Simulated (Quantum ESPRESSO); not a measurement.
## CuCl₂: band-structure run (part 1 of 2)

CuCl₂ (3 atoms in the cell), computed with Kohn-Sham DFT of a periodic cell, LDA, GBRV 1.5 LDA, no spin polarisation (Quantum ESPRESSO 7.5).

The structure derives from a Materials Project entry.

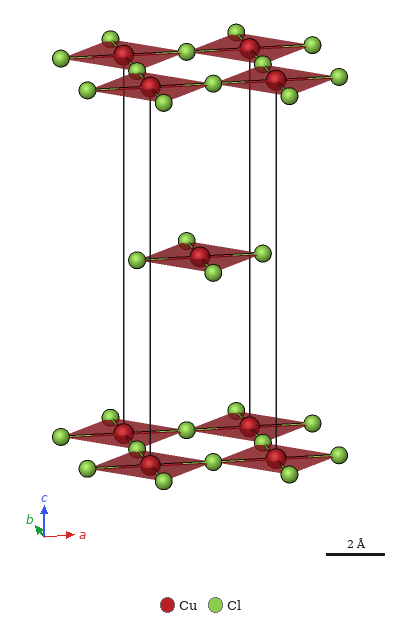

Figure 1. The structure (polyhedral view of the cell 2 times as large as that of the calculation, set on its symmetry axes, seen slightly off an axis; polyhedra are completed across the faces of the cell). An atom can appear more than once, as a periodic image.

Input:
```
&CONTROL
  calculation = 'scf'
  prefix = 'pwscf'
  outdir = './tmp'
  pseudo_dir = './pseudo'
  tprnfor = .true.
  tstress = .true.
  disk_io = 'low'
/
&SYSTEM
  ibrav = 0
  celldm(1) = 8
  nat = 3
  ntyp = 2
  ecutwfc = 56
  ecutrho = 448
  nbnd = 24
  occupations = 'smearing'
  smearing = 'fd'
  degauss = 0.00367493
/
&ELECTRONS
  conv_thr = 6d-10
  electron_maxstep = 120
  mixing_beta = 0.5
/
ATOMIC_SPECIES
Cu    63.5460 cu_lda_v1.2.uspp.F.UPF
Cl    35.4500 cl_lda_v1.4.uspp.F.UPF
CELL_PARAMETERS alat
 -0.5326332449559   0.5326332449559   1.6204172389373
  0.5326332449559  -0.5326332449559   1.6204172389373
  0.5326332449559   0.5326332449559  -1.6204172389373
ATOMIC_POSITIONS crystal
Cu     0.0000000000    0.0000000000    0.0000000000
Cl     0.0000000000    0.5000000000    0.5000000000
Cl     0.5000000000    0.0000000000    0.5000000000
K_POINTS automatic
8 8 8 0 0 0
```

File bands.in:
```
&CONTROL
  calculation = 'bands'
  prefix = 'pwscf'
  outdir = './tmp'
  pseudo_dir = './pseudo'
  disk_io = 'low'
  verbosity = 'high'
/
&SYSTEM
  ibrav = 0
  celldm(1) = 8
  nat = 3
  ntyp = 2
  ecutwfc = 56
  ecutrho = 448
  nbnd = 24
  occupations = 'smearing'
  smearing = 'fd'
  degauss = 0.00367493
/
&ELECTRONS
  conv_thr = 1d-08
  electron_maxstep = 120
  mixing_beta = 0.5
  diago_full_acc = .true.
  startingwfc = 'random'
/
ATOMIC_SPECIES
Cu    63.5460 cu_lda_v1.2.uspp.F.UPF
Cl    35.4500 cl_lda_v1.4.uspp.F.UPF
CELL_PARAMETERS alat
 -0.5326332449559   0.5326332449559   1.6204172389373
  0.5326332449559  -0.5326332449559   1.6204172389373
  0.5326332449559   0.5326332449559  -1.6204172389373
ATOMIC_POSITIONS crystal
Cu     0.0000000000    0.0000000000    0.0000000000
Cl     0.0000000000    0.5000000000    0.5000000000
Cl     0.5000000000    0.0000000000    0.5000000000
K_POINTS crystal
60
 0.0000000000  0.0000000000  0.0000000000 1
-0.0555555556  0.0555555556  0.0000000000 1
-0.1111111111  0.1111111111  0.0000000000 1
-0.1666666667  0.1666666667  0.0000000000 1
-0.2222222222  0.2222222222  0.0000000000 1
-0.2777777778  0.2777777778  0.0000000000 1
-0.3333333333  0.3333333333  0.0000000000 1
-0.3888888889  0.3888888889  0.0000000000 1
-0.4444444444  0.4444444444  0.0000000000 1
-0.5000000000  0.5000000000  0.0000000000 1
-0.5000000000  0.5000000000 -0.0540222707 1
-0.4628351892  0.4628351892 -0.0911870815 1
-0.4256703784  0.4256703784 -0.1283518922 1
-0.3885055677  0.3885055677 -0.1655167030 1
-0.3513407569  0.3513407569 -0.2026815138 1
-0.3141759461  0.3141759461 -0.2398463246 1
-0.2770111353  0.2770111353 -0.2770111353 1
-0.2374381160  0.2374381160 -0.2374381160 1
-0.1978650967  0.1978650967 -0.1978650967 1
-0.1582920773  0.1582920773 -0.1582920773 1
-0.1187190580  0.1187190580 -0.1187190580 1
-0.0791460387  0.0791460387 -0.0791460387 1
-0.0395730193  0.0395730193 -0.0395730193 1
 0.0000000000  0.0000000000  0.0000000000 1
 0.1250000000  0.1250000000 -0.1250000000 1
 0.2500000000  0.2500000000 -0.2500000000 1
 0.3750000000  0.3750000000 -0.3750000000 1
 0.5000000000  0.5000000000 -0.5000000000 1
 0.4628351892  0.5371648108 -0.5371648108 1
 0.4256703784  0.5743296216 -0.5743296216 1
 0.3885055677  0.6114944323 -0.6114944323 1
 0.3513407569  0.6486592431 -0.6486592431 1
 0.3141759461  0.6858240539 -0.6858240539 1
 0.2770111353  0.7229888647 -0.7229888647 1
 0.1385055677  0.6114944323 -0.6114944323 1
 0.0000000000  0.5000000000 -0.5000000000 1
-0.0357142857  0.5357142857 -0.4642857143 1
-0.0714285714  0.5714285714 -0.4285714286 1
-0.1071428571  0.6071428571 -0.3928571429 1
-0.1428571429  0.6428571429 -0.3571428571 1
-0.1785714286  0.6785714286 -0.3214285714 1
-0.2142857143  0.7142857143 -0.2857142857 1
-0.2500000000  0.7500000000 -0.2500000000 1
-0.0979888647  0.8479888647 -0.3750000000 1
 0.0540222707  0.9459777293 -0.5000000000 1
 0.0911870815  0.9088129185 -0.5000000000 1
 0.1283518922  0.8716481078 -0.5000000000 1
 0.1655167030  0.8344832970 -0.5000000000 1
 0.2026815138  0.7973184862 -0.5000000000 1
 0.2398463246  0.7601536754 -0.5000000000 1
 0.2770111353  0.7229888647 -0.5000000000 1
 0.3141759461  0.6858240539 -0.5000000000 1
 0.3513407569  0.6486592431 -0.5000000000 1
 0.3885055677  0.6114944323 -0.5000000000 1
 0.4256703784  0.5743296216 -0.5000000000 1
 0.4628351892  0.5371648108 -0.5000000000 1
 0.5000000000  0.5000000000 -0.5000000000 1
-0.5000000000  0.5000000000  0.0000000000 1
-0.3750000000  0.6250000000 -0.1250000000 1
-0.2500000000  0.7500000000 -0.2500000000 1
```

Hardware: 2 threads of Intel Xeon @ 2.50GHz (Skylake/Cascade Lake), 32 GiB of memory available, shared host.

Run as:
```bash
OMP_NUM_THREADS=1 mpirun -n 2 pw.x -nk 2 -in pw.in > pw.out
OMP_NUM_THREADS=1 mpirun -n 2 pw.x -nk 2 -in bands.in > bands.out
```

The program's output:
```
This program is part of the open-source Quantum ESPRESSO suite
     for quantum simulation of materials; please cite
         "P. Giannozzi et al., J. Phys.:Condens. Matter 21 395502 (2009);
         "P. Giannozzi et al., J. Phys.:Condens. Matter 29 465901 (2017);
         "P. Giannozzi et al., J. Chem. Phys. 152 154105 (2020);
          URL
     in publications or presentations arising from this work. More details at

     Message from routine setup:
     using ibrav=0 with symmetry is DISCOURAGED, use correct ibrav instead

     K-points division:     npool     =       2
     Subspace diagonalization in iterative solution of the eigenvalue problem:
     a serial algorithm will be used

     G-vector sticks info
     --------------------
     sticks:   dense  smooth     PW     G-vecs:    dense   smooth      PW
     Sum        5575    2777    915               150767    53317    9991

     Using Slab Decomposition

     bravais-lattice index     =            0
     lattice parameter (alat)  =       8.0000  a.u.
     unit-cell volume          =     941.4849 (a.u.)^3
     number of atoms/cell      =            3
     number of atomic types    =            2
     number of electrons       =        33.00
     number of Kohn-Sham states=           24
     kinetic-energy cutoff     =      56.0000  Ry
     charge density cutoff     =     448.0000  Ry
     scf convergence threshold =      6.0E-10
     mixing beta               =       0.5000
     number of iterations used =            8  plain     mixing
     Exchange-correlation=  SLA  PZ   NOGX NOGC
                           (   1   1   0   0   0   0   0)

     celldm(1)=   8.000000  celldm(2)=   0.000000  celldm(3)=   0.000000
     celldm(4)=   0.000000  celldm(5)=   0.000000  celldm(6)=   0.000000

     crystal axes: (cart. coord. in units of alat)
               a(1) = (  -0.532633   0.532633   1.620417 )
               a(2) = (   0.532633  -0.532633   1.620417 )
               a(3) = (   0.532633   0.532633  -1.620417 )

     reciprocal axes: (cart. coord. in units 2 pi/alat)
               b(1) = (  0.000000  0.938732  0.308563 )
               b(2) = (  0.938732  0.000000  0.308563 )
               b(3) = (  0.938732  0.938732  0.000000 )

     PseudoPot. # 1 for Cu read from file:
     cu_lda_v1.2.uspp.F.UPF
     Pseudo is Ultrasoft + core correction, Zval = 19.0
     Generated by new atomic code, or converted to UPF format
     Using radial grid of  867 points,  6 beta functions with:
                l(1) =   0
                l(2) =   0
                l(3) =   1
                l(4) =   1
                l(5) =   2
                l(6) =   2
     Q(r) pseudized with  8 coefficients,  rinner =    1.150   1.150   1.150
                                                       1.150   1.150

     PseudoPot. # 2 for Cl read from file:
     cl_lda_v1.4.uspp.F.UPF
     Pseudo is Ultrasoft + core correction, Zval =  7.0
     Generated by new atomic code, or converted to UPF format
     Using radial grid of  909 points,  6 beta functions with:
                l(1) =   0
                l(2) =   0
                l(3) =   1
                l(4) =   1
                l(5) =   2
                l(6) =   2
     Q(r) pseudized with  8 coefficients,  rinner =    1.300   1.300   1.300
                                                       1.300   1.300

     atomic species   valence    mass     pseudopotential
     Cu               19.00    63.54600     Cu( 1.00)
     Cl                7.00    35.45000     Cl( 1.00)

     16 Sym. Ops., with inversion, found

   Cartesian axes

     site n.     atom                  positions (alat units)
         1        Cu     tau(   1) = (   0.0000000   0.0000000   0.0000000  )
         2        Cl     tau(   2) = (   0.5326332   0.0000000   0.0000000  )
         3        Cl     tau(   3) = (   0.0000000   0.5326332   0.0000000  )

     number of k points=    59  Fermi-Dirac smearing, width (Ry)=  0.0037
                       cart. coord. in units 2pi/alat
        k(    1) = (   0.0000000   0.0000000   0.0000000), wk =   0.0039062
        k(    2) = (   0.1173415   0.1173415   0.0000000), wk =   0.0156250
        k(    3) = (   0.2346831   0.2346831   0.0000000), wk =   0.0156250
        k(    4) = (   0.3520246   0.3520246   0.0000000), wk =   0.0156250
        k(    5) = (  -0.4693661  -0.4693661   0.0000000), wk =   0.0078125
        k(    6) = (   0.1173415   0.0000000   0.0385703), wk =   0.0312500
        k(    7) = (   0.2346831   0.1173415   0.0385703), wk =   0.0625000
        k(    8) = (   0.3520246   0.2346831   0.0385703), wk =   0.0625000
        k(    9) = (   0.4693661   0.3520246   0.0385703), wk =   0.0625000
        k(   10) = (   0.2346831   0.0000000   0.0771406), wk =   0.0312500
        k(   11) = (   0.3520246   0.1173415   0.0771406), wk =   0.0625000
        k(   12) = (   0.4693661   0.2346831   0.0771406), wk =   0.0625000
        k(   13) = (   0.5867077   0.3520246   0.0771406), wk =   0.0312500
        k(   14) = (   0.1173415  -0.1173415   0.0771406), wk =   0.0312500
        k(   15) = (   0.3520246   0.0000000   0.1157109), wk =   0.0312500
        k(   16) = (   0.4693661   0.1173415   0.1157109), wk =   0.0625000
        k(   17) = (   0.5867077   0.2346831   0.1157109), wk =   0.0625000
        k(   18) = (   0.1173415  -0.2346831   0.1157109), wk =   0.0625000
        k(   19) = (  -0.4693661  -0.0000000  -0.1542813), wk =   0.0156250
        k(   20) = (  -0.3520246   0.1173415  -0.1542813), wk =   0.0625000
        k(   21) = (  -0.2346831   0.2346831  -0.1542813), wk =   0.0312500
        k(   22) = (   0.2346831   0.2346831   0.0771406), wk =   0.0312500
        k(   23) = (   0.3520246   0.3520246   0.0771406), wk =   0.0312500
        k(   24) = (   0.4693661   0.4693661   0.0771406), wk =   0.0156250
        k(   25) = (   0.0000000   0.0000000   0.0771406), wk =   0.0078125
        k(   26) = (   0.3520246   0.2346831   0.1157109), wk =   0.0625000
        k(   27) = (   0.4693661   0.3520246   0.1157109), wk =   0.0625000
        k(   28) = (   0.0000000  -0.1173415   0.1157109), wk =   0.0312500
        k(   29) = (   0.4693661   0.2346831   0.1542813), wk =   0.0312500
        k(   30) = (   0.5867077   0.3520246   0.1542813), wk =   0.0312500
        k(   31) = (   0.0000000  -0.2346831   0.1542813), wk =   0.0312500
        k(   32) = (   0.1173415  -0.1173415   0.1542813), wk =   0.0312500
        k(   33) = (  -0.9387322  -0.3520246  -0.1157109), wk =   0.0312500
        k(   34) = (  -0.8213907  -0.2346831  -0.1157109), wk =   0.0625000
        k(   35) = (   0.0000000   0.4693661  -0.0771406), wk =   0.0312500
        k(   36) = (  -0.8213907  -0.3520246  -0.0771406), wk =   0.0625000
        k(   37) = (  -0.7040492  -0.2346831  -0.0771406), wk =   0.0312500
        k(   38) = (   0.0000000   0.3520246  -0.0385703), wk =   0.0312500
        k(   39) = (   0.1173415   0.4693661  -0.0385703), wk =   0.0625000
        k(   40) = (  -0.7040492  -0.3520246  -0.0385703), wk =   0.0625000
        k(   41) = (   0.0000000   0.2346831   0.0000000), wk =   0.0156250
        k(   42) = (   0.1173415   0.3520246   0.0000000), wk =   0.0312500
        k(   43) = (   0.2346831   0.4693661   0.0000000), wk =   0.0312500
        k(   44) = (  -0.5867077  -0.3520246   0.0000000), wk =   0.0156250
        k(   45) = (   0.4693661   0.4693661   0.1542813), wk =   0.0078125
        k(   46) = (   0.0000000   0.0000000   0.1542813), wk =   0.0078125
        k(   47) = (   0.0000000  -0.1173415   0.1928516), wk =   0.0312500
        k(   48) = (  -0.9387322  -0.2346831  -0.0771406), wk =   0.0312500
        k(   49) = (  -0.8213907  -0.1173415  -0.0771406), wk =   0.0312500
        k(   50) = (   0.0000000   0.5867077  -0.0385703), wk =   0.0312500
        k(   51) = (  -0.8213907  -0.2346831  -0.0385703), wk =   0.0625000
        k(   52) = (   0.0000000   0.4693661   0.0000000), wk =   0.0156250
        k(   53) = (   0.1173415   0.5867077   0.0000000), wk =   0.0312500
        k(   54) = (  -0.7040492  -0.2346831   0.0000000), wk =   0.0156250
        k(   55) = (   0.0000000   0.0000000   0.2314219), wk =   0.0078125
        k(   56) = (  -0.9387322  -0.1173415  -0.0385703), wk =   0.0312500
        k(   57) = (   0.0000000   0.7040492   0.0000000), wk =   0.0156250
        k(   58) = (  -0.8213907  -0.1173415   0.0000000), wk =   0.0156250
        k(   59) = (  -0.9387322  -0.9387322  -0.3085625), wk =   0.0039062

     Dense  grid:   150767 G-vectors     FFT dimensions: ( 100, 100, 100)

     Smooth grid:    53317 G-vectors     FFT dimensions: (  72,  72,  72)

     Initial potential from superposition of free atoms

     starting charge      32.0000, renormalised to      33.0000

     negative rho (up, down):  3.054E-02 0.000E+00
     Starting wfcs are   21 randomized atomic wfcs +    3 random wfcs

     Self-consistent Calculation

     iteration #  1     ecut=    56.00 Ry     beta= 0.50
     Davidson diagonalization with overlap
     ethr =  1.00E-02,  avg # of iterations =  8.3

     negative rho (up, down):  2.941E-02 0.000E+00

     total energy              =    -469.89050407 Ry
     estimated scf accuracy    <       0.53984249 Ry

     iteration #  2     ecut=    56.00 Ry     beta= 0.50
     Davidson diagonalization with overlap
     ethr =  1.64E-03,  avg # of iterations =  3.3

     negative rho (up, down):  2.905E-02 0.000E+00

     total energy              =    -470.00833037 Ry
     estimated scf accuracy    <       1.45183759 Ry

     iteration #  3     ecut=    56.00 Ry     beta= 0.50
     Davidson diagonalization with overlap
     ethr =  1.64E-03,  avg # of iterations =  2.4

     negative rho (up, down):  2.872E-02 0.000E+00

     total energy              =    -470.15263548 Ry
     estimated scf accuracy    <       0.03331319 Ry

     iteration #  4     ecut=    56.00 Ry     beta= 0.50
     Davidson diagonalization with overlap
     ethr =  1.01E-04,  avg # of iterations =  6.0

     negative rho (up, down):  2.859E-02 0.000E+00

     total energy              =    -470.14844761 Ry
     estimated scf accuracy    <       0.06669996 Ry

     iteration #  5     ecut=    56.00 Ry     beta= 0.50
     Davidson diagonalization with overlap
     ethr =  1.01E-04,  avg # of iterations =  3.0

     negative rho (up, down):  2.847E-02 0.000E+00

     total energy              =    -470.16775389 Ry
     estimated scf accuracy    <       0.03717714 Ry

     iteration #  6     ecut=    56.00 Ry     beta= 0.50
     Davidson diagonalization with overlap
     ethr =  1.01E-04,  avg # of iterations =  1.0

     negative rho (up, down):  2.844E-02 0.000E+00

     total energy              =    -470.16596877 Ry
     estimated scf accuracy    <       0.01129562 Ry

     iteration #  7     ecut=    56.00 Ry     beta= 0.50
     Davidson diagonalization with overlap
     ethr =  3.42E-05,  avg # of iterations =  2.6

     negative rho (up, down):  2.845E-02 0.000E+00

     total energy              =    -470.16738750 Ry
     estimated scf accuracy    <       0.00001491 Ry

     iteration #  8     ecut=    56.00 Ry     beta= 0.50
     Davidson diagonalization with overlap
     c_bands:  1 eigenvalues not converged
     c_bands:  1 eigenvalues not converged
     c_bands:  1 eigenvalues not converged
     ethr =  4.52E-08,  avg # of iterations = 10.8

     negative rho (up, down):  2.844E-02 0.000E+00

     total energy              =    -470.16747886 Ry
     estimated scf accuracy    <       0.00000995 Ry

     iteration #  9     ecut=    56.00 Ry     beta= 0.50
     Davidson diagonalization with overlap
     ethr =  3.01E-08,  avg # of iterations =  3.4

     negative rho (up, down):  2.844E-02 0.000E+00

     total energy              =    -470.16747941 Ry
     estimated scf accuracy    <       0.00001814 Ry

     iteration # 10     ecut=    56.00 Ry     beta= 0.50
     Davidson diagonalization with overlap
     ethr =  3.01E-08,  avg # of iterations =  1.6

     negative rho (up, down):  2.843E-02 0.000E+00

     total energy              =    -470.16748129 Ry
     estimated scf accuracy    <       0.00000036 Ry

     iteration # 11     ecut=    56.00 Ry     beta= 0.50
     Davidson diagonalization with overlap
     ethr =  1.08E-09,  avg # of iterations =  4.5

     negative rho (up, down):  2.843E-02 0.000E+00

     total energy              =    -470.16748153 Ry
     estimated scf accuracy    <       0.00000120 Ry

     iteration # 12     ecut=    56.00 Ry     beta= 0.50
     Davidson diagonalization with overlap
     ethr =  1.08E-09,  avg # of iterations =  1.1

     negative rho (up, down):  2.843E-02 0.000E+00

     total energy              =    -470.16748141 Ry
     estimated scf accuracy    <       0.00000044 Ry

     iteration # 13     ecut=    56.00 Ry     beta= 0.50
     Davidson diagonalization with overlap
     ethr =  1.08E-09,  avg # of iterations =  2.2

     negative rho (up, down):  2.843E-02 0.000E+00

     total energy              =    -470.16748150 Ry
     estimated scf accuracy    <       0.00000006 Ry

     iteration # 14     ecut=    56.00 Ry     beta= 0.50
     Davidson diagonalization with overlap
     ethr =  1.91E-10,  avg # of iterations =  1.4

     negative rho (up, down):  2.843E-02 0.000E+00

     total energy              =    -470.16748150 Ry
     estimated scf accuracy    <       0.00000002 Ry

     iteration # 15     ecut=    56.00 Ry     beta= 0.50
     Davidson diagonalization with overlap
     ethr =  4.83E-11,  avg # of iterations =  2.6

     negative rho (up, down):  2.843E-02 0.000E+00

     total energy              =    -470.16748151 Ry
     estimated scf accuracy    <          1.6E-09 Ry

     iteration # 16     ecut=    56.00 Ry     beta= 0.50
     Davidson diagonalization with overlap
     ethr =  4.94E-12,  avg # of iterations =  3.6

     negative rho (up, down):  2.843E-02 0.000E+00

     End of self-consistent calculation

          k = 0.0000 0.0000 0.0000 (  6639 PWs)   bands (ev):

  -112.8687 -70.8826 -70.8826 -70.3964 -16.7182 -15.5517  -6.0088  -6.0088
    -4.5045  -4.1866  -3.8308  -3.7710  -3.7710  -3.5565  -3.1091  -2.8282
    -2.8282   0.8180   3.6896   5.6667   6.5454   7.9131   7.9131   8.1356

          k = 0.1173 0.1173 0.0000 (  6653 PWs)   bands (ev):

  -112.8687 -70.8826 -70.8826 -70.3964 -16.6223 -15.6169  -6.3622  -6.0707
    -4.5574  -4.4647  -3.9883  -3.6213  -3.5866  -3.5165  -3.0241  -2.9376
    -2.5086   1.4967   3.9593   5.2321   6.9724   7.2977   8.0826   8.4389

          k = 0.2347 0.2347 0.0000 (  6660 PWs)   bands (ev):

  -112.8687 -70.8826 -70.8826 -70.3964 -16.3731 -15.7673  -7.1424  -6.2380
    -5.2327  -4.6308  -4.3339  -3.4107  -3.1619  -3.0997  -2.9700  -2.6994
    -1.7382   2.9256   4.2503   4.7667   6.8240   7.6547   8.2057   8.6743

          k = 0.3520 0.3520 0.0000 (  6666 PWs)   bands (ev):
```
